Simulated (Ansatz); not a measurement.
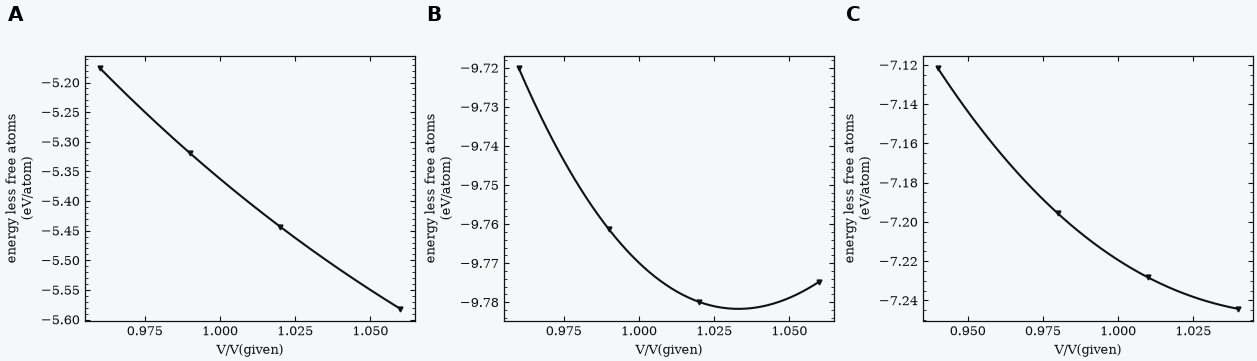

Each panel shows the energy less free atoms against V/V(given) for one of these solids: La₂O₃, P321 (No. 150), 16.4 Å³/atom; MoS₂, P6_3/mmc (No. 194), 17.7 Å³/atom; TaN, P6/mmm (No. 191), 11.3 Å³/atom.

Computed with Ansatz 0.2.0: periodic Kohn-Sham DFT of a crystal at fixed atoms, scaled to the stated factor times the given cell; pressure positive in compression, energy less spherical unpolarised free atoms. Level: PBE.

### Match the panels to the solids.

A is La₂O₃ (energy less free atoms from −5.5819 eV/atom to −5.1753 eV/atom); B is TaN (energy less free atoms from −9.7799 eV/atom to −9.7200 eV/atom); C is MoS₂ (energy less free atoms from −7.2443 eV/atom to −7.1215 eV/atom).

For La₂O₃, limits of the calculation: no spin-orbit coupling on heavy atoms; the volumes run don't bracket the minimum of the energy, so any equilibrium value is extrapolated; shape and atomic fractions are frozen while scaling, which makes layered, chain and framework solids too stiff.

For MoS₂, limits of the calculation: the volumes run don't bracket the minimum of the energy, so any equilibrium value is extrapolated; shape and atomic fractions are frozen while scaling, which makes layered, chain and framework solids too stiff.

For TaN, limits of the calculation: no spin-orbit coupling on heavy atoms; shape and atomic fractions are frozen while scaling, which makes layered, chain and framework solids too stiff.
